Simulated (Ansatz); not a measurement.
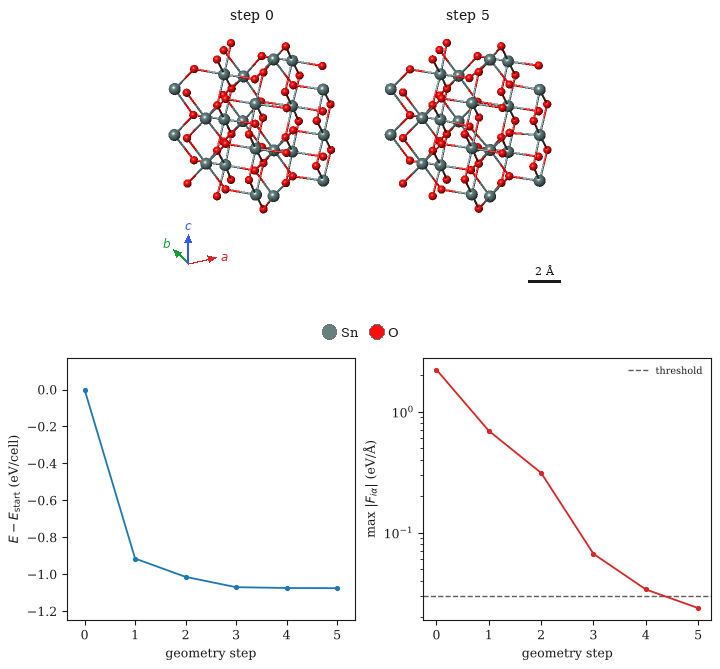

First and last geometry of a relaxation of a defect cell of composition Sn23O48 (cell charge −1), with the history of the run. A ball-and-stick model of the atoms within 5.8 Å of the atom that moves most (axes of the cell of the calculation (origin shifted)), seen from a free direction.

All numbers below come from Ansatz 0.2.0, DFT, PBEsol, PAW, plane waves. Set-up: plane-wave cutoff 420 eV; k-point mesh 1 × 1 × 1; mesh shifted by (0.25, 0.25, 0.25); collinear spin; atoms relaxed in a fixed cell; force threshold 0.03 eV/Å; at most 80 steps.

> Did the run converge, and what did it change?

It converged. The largest move is that of an O atom, 0.20 Å along [−3 −1 −3]. Largest moves by element: O 0.20 Å, Sn 0.08 Å. The cell stays as it was. Some distances before and after: O–Sn 1.974 → 2.068 Å, O–Sn 2.097 → 2.012 Å, O–Sn 2.028 → 2.092 Å, O–Sn 2.013 → 2.071 Å. Bond angles that change, for instance: O–Sn–O 76.9° → 85.2°, O–Sn–O 77.8° → 85.6°, Sn–O–Sn 128.0° → 135.5°. After 5 geometry steps the energy has fallen by 1.076 eV per cell of the calculation. Largest force component: 2.2 eV/Å at the start, 0.024 eV/Å at the end.

Limits of the set-up: the cell is charged, on a uniform background, and energies carry no finite-size correction.
